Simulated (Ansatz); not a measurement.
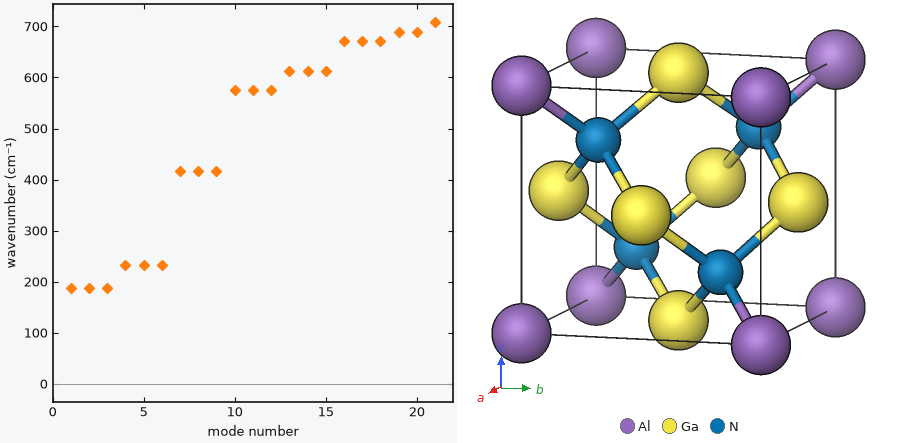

Caption: Zone-centre optical phonon frequencies (the three acoustic modes are left out) for AlGa₃N₄, space group P-43m (No. 215). The conventional cell is drawn beside the plot.

No frequency is imaginary, so the structure is stable to these displacements (zone-boundary modes weren't tested here). The highest mode lies at 708.5 cm⁻¹ (without the field of polar modes). The optical modes lie at 188.6 (×3), 233.0 (×3), 416.8 (×3), 575.3 (×3), 612.7 (×3), 671.7 (×3), 688.8 (×2), 708.5 cm⁻¹.

Method: harmonic phonon frequencies at the zone centre with atoms at rest in the given cell, without the long-range term of polar modes, the three translations left out, imaginary frequencies are negative; plane waves with PAW datasets, Γ-centred k mesh (Ansatz 0.2.0). Level: PBEsol, no spin polarisation.

- wave cutoff: 420 eV
- k mesh: 6×6×6
- occupations: fixed
- volume relative to the relaxed cell: 0.98
- phonon method: linear response

Starting cell:
```
CELL_PARAMETERS angstrom
4.43759 0.00000 0.00000
0.00000 4.43759 0.00000
0.00000 0.00000 4.43759
ATOMIC_POSITIONS crystal
Al 0.00000 0.00000 0.00000
Ga 0.50000 0.50000 0.00000
Ga 0.50000 0.00000 0.50000
Ga 0.00000 0.50000 0.50000
N 0.75505 0.75505 0.24495
N 0.75505 0.24495 0.75505
N 0.24495 0.75505 0.75505
N 0.24495 0.24495 0.24495
```

Keep in mind: field response not converged on the k mesh.

Input file:
```
crystal:
  lattice:
    - [4.437587794, 0.0, 0.0]
    - [0.0, 4.437587794, 0.0]
    - [0.0, 0.0, 4.437587794]
  atoms:
    - { symbol: Al, position: [0.0, 0.0, 0.0] }
    - { symbol: Ga, position: [0.5, 0.5, 0.0] }
    - { symbol: Ga, position: [0.5, 0.0, 0.5] }
    - { symbol: Ga, position: [0.0, 0.5, 0.5] }
    - { symbol: "N", position: [0.7550522288, 0.7550522288, 0.2449477712] }
    - { symbol: "N", position: [0.7550522288, 0.2449477712, 0.7550522288] }
    - { symbol: "N", position: [0.2449477712, 0.7550522288, 0.7550522288] }
    - { symbol: "N", position: [0.2449477712, 0.2449477712, 0.2449477712] }
basis:
  ecutwfc: 420
kpoints:
  mp_grid: { grid: [6, 6, 6] }
hamiltonian:
  xc: pbesol
scf:
  occupations: { method: fixed }
output:
  eigenvalues: true
phonons:
  method: dfpt
  dielectric: true
  rigid_motions: translations
  eigenvectors: true
```

Command:
```bash
ansatz run input.yaml --threads 2 --pin off --max-ram 6144MiB --backend cpu --events-out ev --progress --plain --runs-dir out
```
